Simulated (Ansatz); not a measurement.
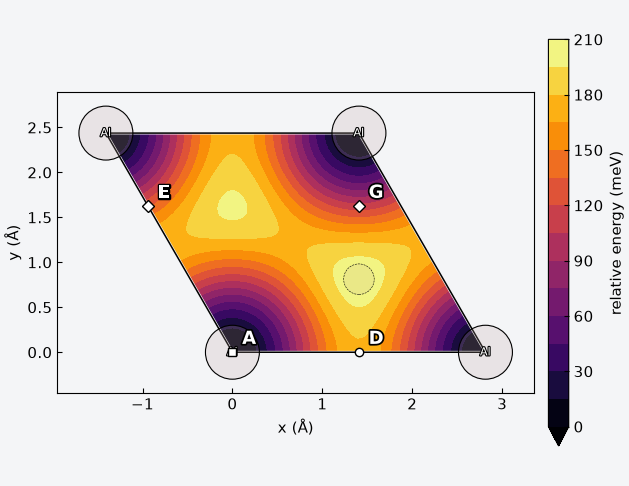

H on an Al(001) slab cut from the P6_3/mmc phase, its upper half relaxed before the scan (32 atoms of substrate and one adsorbate in a 2 × 2 cell). H is moved over the surface cell at a fixed height above a rigid substrate; the origin of the map has the adsorbate above Al29; the height is held at 2.50 Å. Places are given modulo a cell vector. The map is drawn in real space over the plane of the surface. The grid has 6 × 6 points; 10 points were computed and 26 follow by symmetry. Places are given in fractions of the 1 × 1 surface cell. All energies are given in meV relative to the lowest grid point. The runs have no spin polarisation, so an open-shell adsorbate far from the surface lies too high. At a fixed height the lowest place need not be the adsorption site. These are results of DFT PBE+D3(BJ), scalar-relativistic, plane waves, PAW (Ansatz 0.2.0), not measurements. Settings: cutoff 420 eV, k-mesh 6×6×1, gaussian smearing 0.1 eV, no spin polarisation.

The picture shows filled contours, labelled circles for the atoms of the top layer and small ones for the second layer, the outline of one cell of the plane, lettered points. Between grid points the surface is interpolated.

What kind of point is each of A, D, E, G: minimum, saddle, maximum or slope?

Answer. A: minimum; D: saddle point; E: on a slope; G: on a slope. (In these two coordinates alone; a stationary point may lie a little off the grid point.)

Rank the lettered points by energy, lowest first.

Answer. A (0 meV), G (110 meV), E (131 meV), D (177 meV).

PAW datasets: the set soft_1.
